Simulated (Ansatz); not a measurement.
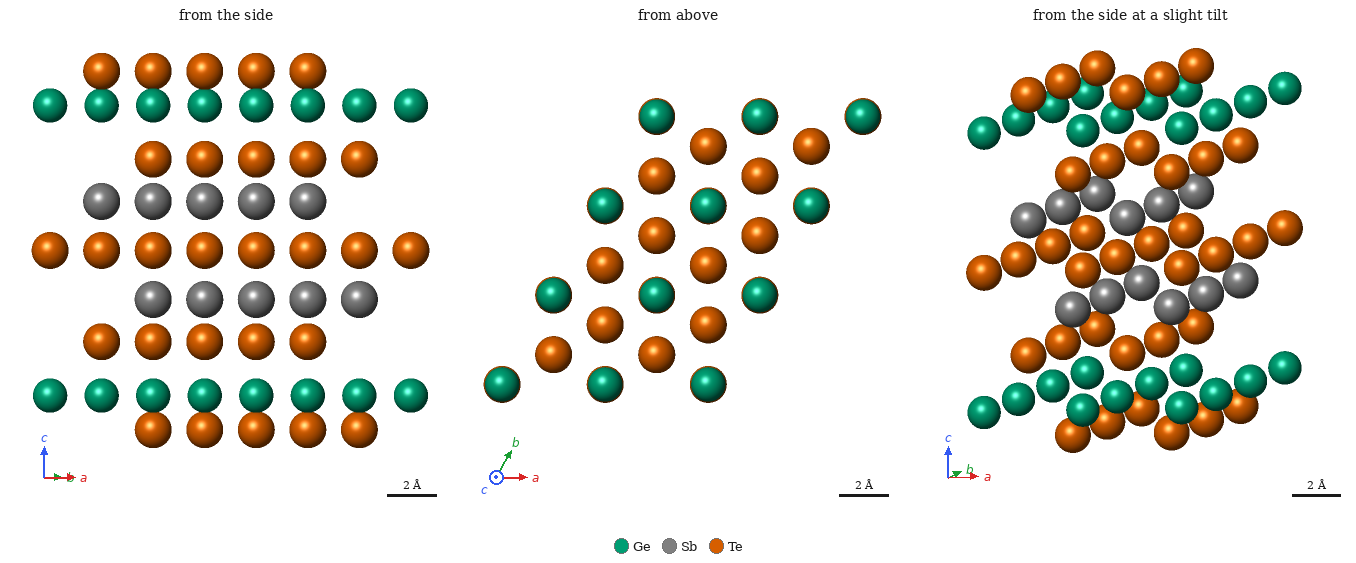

A spheres-only picture of a periodic slab, seen from the side, from above and from the side at a slight tilt. The surface normal points up in side views; the vacuum is left out. 2×3 cells are drawn in the plane, with atoms at the edges repeated.

The cell holds 2 Ge, 2 Sb, 5 Te.

Which elements lie outermost on each side?

Answer. The top face ends in Te, the bottom face in Te. The two faces are alike.

What is the slab's thickness, atom centre to atom centre?

Answer. About 15 Å from the lowest to the highest atom.

What is the stacking of atomic planes, top to bottom?

Answer. Nine planes: Te / Ge / Te / Sb / Te / Sb / Te / Ge / Te.

The structure comes from a structure listed in the Materials Project. The cell was then strained or its atoms displaced on purpose. It went into a calculation with Ansatz.
